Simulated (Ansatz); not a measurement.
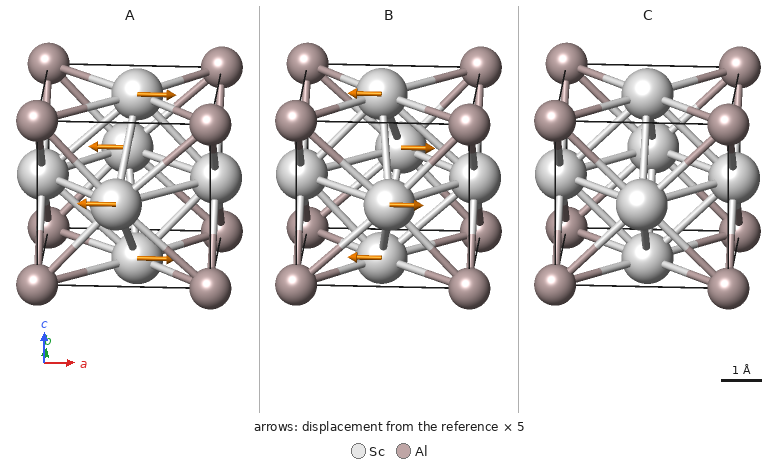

A scan of crystalline Sc3Al (Pm-3m): a normal mode at the zone centre (one arbitrary combination within a set of 3 degenerate modes) is frozen in with the cell fixed, the amplitude being the largest displacement of an atom. Style: ball-and-stick. Shown: the cell of the calculation, from a free direction. Orange arrows: displacements from the reference.

All numbers below come from DFT r2SCAN, scalar-relativistic, plane waves, PAW in Ansatz. Set-up: plane-wave cutoff 500 eV; k-point mesh 12 × 12 × 12; occupations gaussian; smearing width 0.15 eV; no spin polarisation. Energies (free energies at the smearing named) are counted from the relaxed crystal.

**Rank the frames from lowest to highest energy.**

Lowest first: C (the amplitude 0.00 Å, 0.0 meV/cell), B (the amplitude 0.175 Å, 183.6 meV/cell), A (the amplitude −0.20 Å, 239.8 meV/cell). Over the whole scan: the harmonic wavenumber of the mode is 190 cm⁻¹, a stable vibration. Of the computed points the lowest is at the amplitude 0.00 Å, 0.0 meV/cell. At the ends of the scan the energy is 239.8 meV/cell (−0.20 Å) and 239.8 meV/cell (0.20 Å). The well is symmetric. At the highest point the shortest interatomic distance is 2.99 Å, against 3.13 Å in the reference.
